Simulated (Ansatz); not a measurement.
A series of calculations on Cu

Part 1: Relaxation

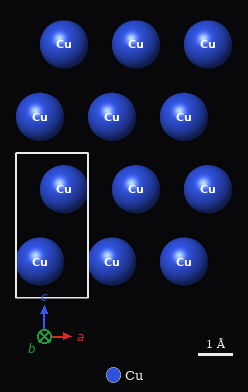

Starting structure of crystalline Cu (set up in P6_3/mmc). A spheres-only model of the cell of the calculation, repeated 3 × 1 × 2 with one cell outlined, seen along the b axis.

Case: biaxial strain in the a-b plane of -4.0 %; c and atoms relaxed.

These are results of DFT PBE, scalar-relativistic, plane waves, PAW (Ansatz), not measurements.

Input file:
```yaml
crystal:
  lattice:
    - [2.4652899579, 0.0, 0.0]
    - [-1.2326449789, 2.1350037312, 0.0]
    - [0.0, 0.0, 4.2941728334]
  atoms:
    - { symbol: Cu, position: [0.3333333333, 0.6666666667, 0.25] }
    - { symbol: Cu, position: [0.6666666667, 0.3333333333, 0.75] }
basis:
  ecutwfc: 420
kpoints:
  mp_grid: { grid: [24, 24, 12] }
hamiltonian:
  xc: pbe
scf:
  occupations: { method: gaussian, width: 0.1 }
output:
  forces: true
  stress: true
  eigenvalues: true
  write_density: true
  write_potential: true
  elf: true
  volumetric_format: npy
relax:
  adjacent_minimum: "off"
  f_tol: 0.008
  max_steps: 40
  cell: { stress_tol: 0.015, fix: [a, b, gamma] }
```

Command:
```bash
ansatz run input.yaml --threads 1 --pin off --max-ram 2560MiB --backend cpu --events-out ev --progress --plain --runs-dir out
```

> Where does the relaxation end?

After 3 accepted moves (4 points after the start) the energy has fallen by 0.2 meV per atom. All forces vanish by symmetry, so only the cell relaxes. Pressure: 10.09 GPa at the start and 9.34 GPa at the end. At 1 point the geometry stayed and the basis and grid were re-selected for the new cell (energy shift of less than 0.05 meV per atom at most each time). No atom moves by more than 0.005 Å relative to the cell. The drawn cell changes as follows: a = b unchanged at 2.465 Å, c 4.294 → 4.315 Å (+0.5 %); the volume changes by +0.5 %. Some distances before and after: Cu1–Cu2 2.576 → 2.585 Å. The space group stays P6_3/mmc (No. 194).

Step by step:

```tsv
step	E − E(0), meV/atom	pressure, GPa	volume, Å³/atom	note
0	0.00	10.09	11.301	
1	-0.11	9.79	11.323	
2	-0.16	9.36	11.354	
3	-0.16	9.35	11.355	
4	-0.21	9.34	11.355	same geometry, new basis
```

Part 2: Relaxation

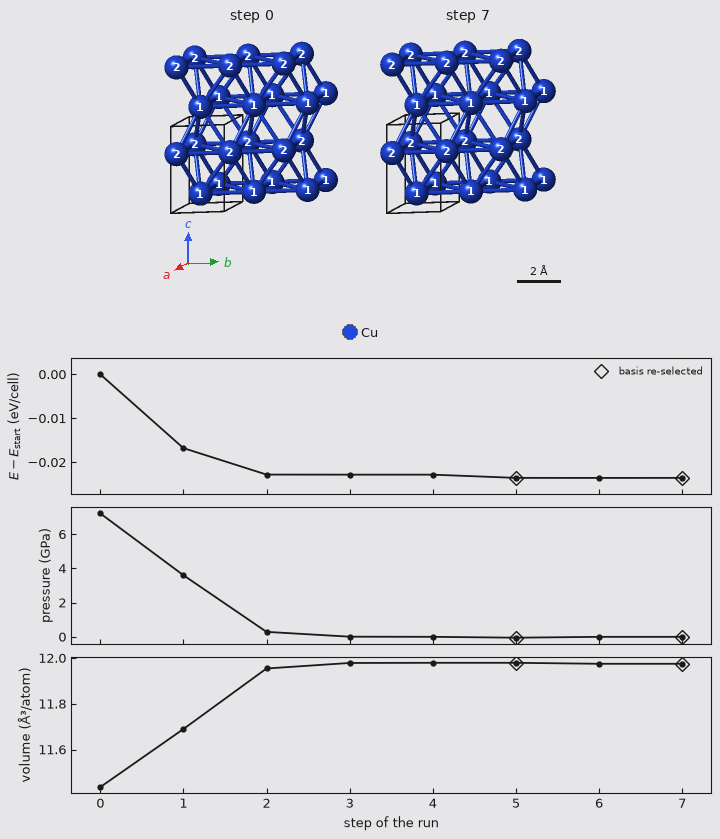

First and last geometry of a relaxation of crystalline Cu (set up in P6_3/mmc), with the history of the run. The picture is a ball-and-stick view of the cell of the calculation, repeated 2 × 3 × 2 with one cell outlined, seen slightly off an axis.

Level of theory: Ansatz, DFT PBE, scalar-relativistic, plane waves, PAW. (plane-wave cutoff 420 eV; k-point mesh 18 × 18 × 10; occupations gaussian; smearing width 0.1 eV; no spin polarisation; cell and atoms relaxed; force threshold 0.005 eV/Å; at most 80 steps)

### Read the history and describe the run.

It converged. The atoms keep their places relative to the cell (all moves are under 0.005 Å). Cell: a = b 2.534 → 2.568 Å (+1.3 %), c 4.113 → 4.194 Å (+2.0 %). Volume +4.7 %. Some distances before and after: Cu1–Cu2 2.524 → 2.568 Å, Cu1–Cu1 2.534 → 2.568 Å. The space group stays P6_3/mmc (No. 194). Over 5 accepted moves (7 points after the start) the energy falls by 23.5 meV per cell of the calculation. All forces vanish by symmetry, so only the cell relaxes. The pressure goes from 7.22 to 0.00 GPa. At 2 points the geometry stayed and the basis and grid were re-selected for the new cell (energy shift of 0.7 meV per cell of the calculation at most each time).

Part 3: Series

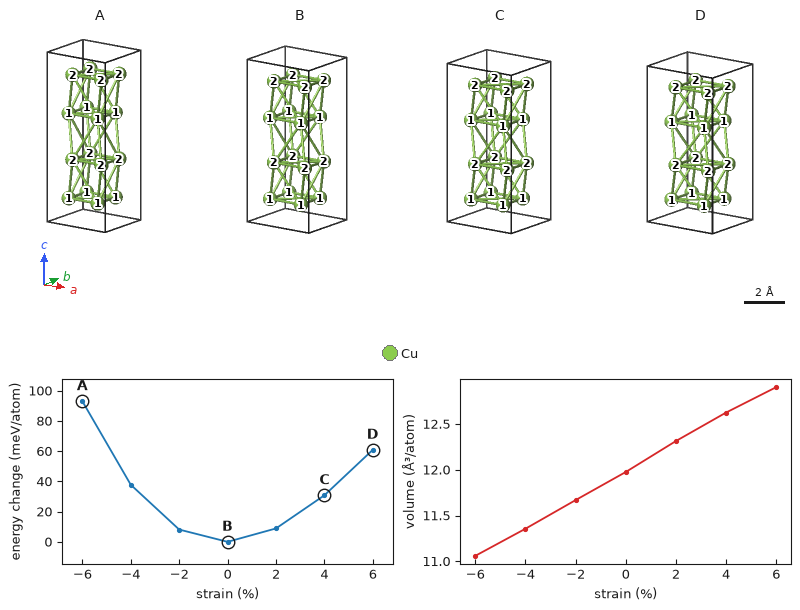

Members of a series of calculations on crystalline Cu (set up in P6_3/mmc), marked on the first curve. Style: ball-and-stick. Shown: the cell of the calculation, repeated to show the pattern, slightly off an axis.

The calculation used Ansatz 0.2.0, DFT PBE, scalar-relativistic, plane waves, PAW. (plane-wave cutoff 420 eV; k-point mesh 24 × 24 × 12; occupations gaussian; smearing width 0.1 eV; no spin polarisation)

Q: Which kind of strain is it, and how does the structure respond?

A: Biaxial strain in the a–b plane, c and atoms relaxed. A (strain −6.0 %): energy change 93.0 meV/atom, volume 11.06 Å³ per atom. B (strain 0.0 %): energy change 0.0 meV/atom, volume 11.97 Å³ per atom. C (strain 4.0 %): energy change 30.8 meV/atom, volume 12.62 Å³ per atom. D (strain 6.0 %): energy change 60.9 meV/atom, volume 12.90 Å³ per atom. The rest compares A with D. The volume changes by +16.7 %, with a = b 4.828 → 5.444 Å (+12.8 %), c 8.766 → 8.042 Å (−8.3 %). Some distances before and after: Cu–Cu 2.414 → 2.722 Å, Cu–Cu 2.597 → 2.552 Å.
